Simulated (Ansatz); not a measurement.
# WSe$_{2}$: what the fields show

The calculation's input:

```
crystal:
  lattice:
    - [2.9432274106, 0.0, 0.0]
    - [-1.4716137053, 2.8321218963, 0.0]
    - [0.0, 0.0, 16.6612169706]
  atoms:
    - { symbol: W, position: [0.0, 0.0, 0.0] }
    - { symbol: Se, position: [0.3333333333, 0.6666666667, 0.1003992721] }
    - { symbol: Se, position: [0.3333333333, 0.6666666667, 0.8996007279] }
basis:
  ecutwfc: 420
kpoints:
  mp_grid: { grid: [12, 12, 2] }
hamiltonian:
  xc: pbesol
scf:
  occupations: { method: gaussian, width: 0.05 }
output:
  forces: true
  stress: true
  eigenvalues: true
  write_density: true
  write_potential: true
  elf: true
  volumetric_format: npy
```

Run with:

```sh
ansatz run input.yaml --threads 1 --pin off --max-ram 2560MiB --backend cpu --events-out ev --progress --plain --runs-dir out
```

Below, planes, directions and counts refer to the conventional cell (a = 16.66 Å, b = 2.94 Å, c = 5.66 Å, α = 90.00°, β = 90.00°, γ = 90.00°).

Space group Amm2; a structure from a database of computed crystals, not necessarily the ambient phase; changed on purpose from its base cell (strain -0.1000 x Voigt [1, 0, 0, 0, 0, 0], atoms carried along); not relaxed (largest force 1.4 eV/Å); computed pressure about 8 GPa in this cell.

Method: DFT PBEsol, scalar-relativistic, plane waves, PAW in Ansatz 0.2.0.

Core electrons are frozen (PAW), and the valence fields are smoothed inside the atomic spheres.

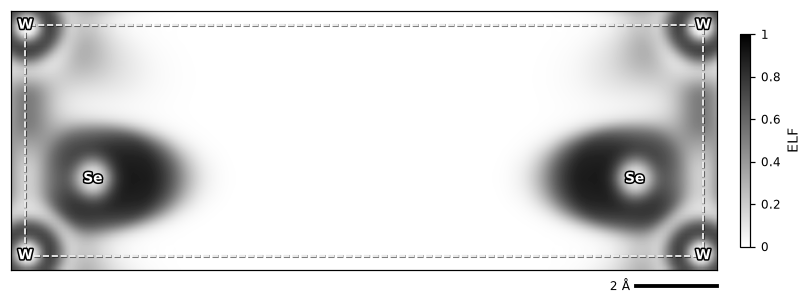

Figure 1. Electron localisation function on the (010) plane of the conventional cell.

**What does the map show?**

The section cuts through W and Se sites.
W–Se (2.52 Å): the ELF is about 0.50 at the midpoint.
The features right at W lie inside the PAW spheres, where the map follows smoothed inner orbitals and isn't to be read closely.

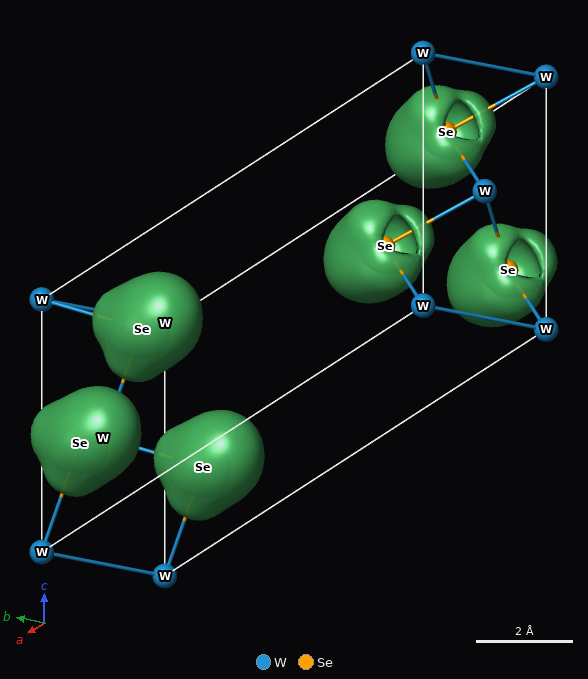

Figure 2. Isosurface of the ELF at 0.7 (green), seen at an oblique angle. Core shells and regions of very low density are left out. Sticks mark near contacts.

**Where are the electrons localised?**

The surface consists of four regions wrapped around Se (the valence shell of each), counted in one cell of 6 atoms. Regions shared between cells count once. Along the contacts the grid gives the following. W–Se (2.42 Å): the ELF is about 0.50 at the midpoint. W–W (2.94 Å): the ELF is about 0.40 at the midpoint.

**Does the calculation make it a metal, or give it a gap?**

It is gapped, with a Kohn–Sham gap of 1.0 eV on the k-point mesh (the band edges may lie off the mesh, which would make the gap smaller).
